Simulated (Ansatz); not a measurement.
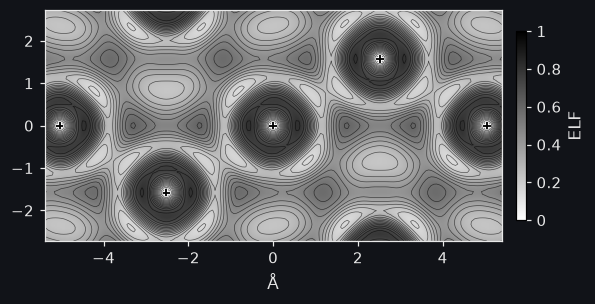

The ELF on a plane through atoms (crosses mark nuclei in the plane).

All numbers below come from DFT, r2SCAN, plane waves (500 eV) with PAW, scalar-relativistic in Ansatz 0.2.0.

Candidates:
A. Nb, a = 2.74 Å, b = 2.74 Å, c = 10.08 Å, α = 90.00°, β = 90.00°, γ = 120.00°. Space group P6₃/mmc; set up as Nb, dhcp; a generated structure, not necessarily the stable one; changed on purpose from its base cell (volume × 0.88); computed pressure about 27 GPa in this cell; the program warned that a starting moment wasn't kept; spin-polarised, but the moments vanished.
B. Pt, a = 2.66 Å, b = 2.66 Å, c = 4.63 Å, α = 90.00°, β = 90.00°, γ = 120.00°. Space group P6₃/mmc; set up as Pt, hcp; a generated structure, not necessarily the stable one; changed on purpose from its base cell (volume × 0.92); computed pressure about 28 GPa in this cell; the program warned that a starting moment wasn't kept; spin-polarised, but the moments vanished.
C. Ru, a = 2.80 Å, b = 2.80 Å, c = 8.97 Å, α = 90.00°, β = 90.00°, γ = 120.00°. Space group P6₃/mmc; set up as Ru, dhcp; a generated structure, not necessarily the stable one; changed on purpose from its base cell (volume × 1.12); computed pressure about −29 GPa in this cell; the program warned that a starting moment wasn't kept; spin-polarised, but the moments vanished.

Which candidate gave the map?

Answer. Candidate A: Nb on the (110) plane of the conventional cell, which holds Nb. Nb–Nb (2.97 Å): the ELF is about 0.25 at the midpoint; no shared electron pair shows on this line.
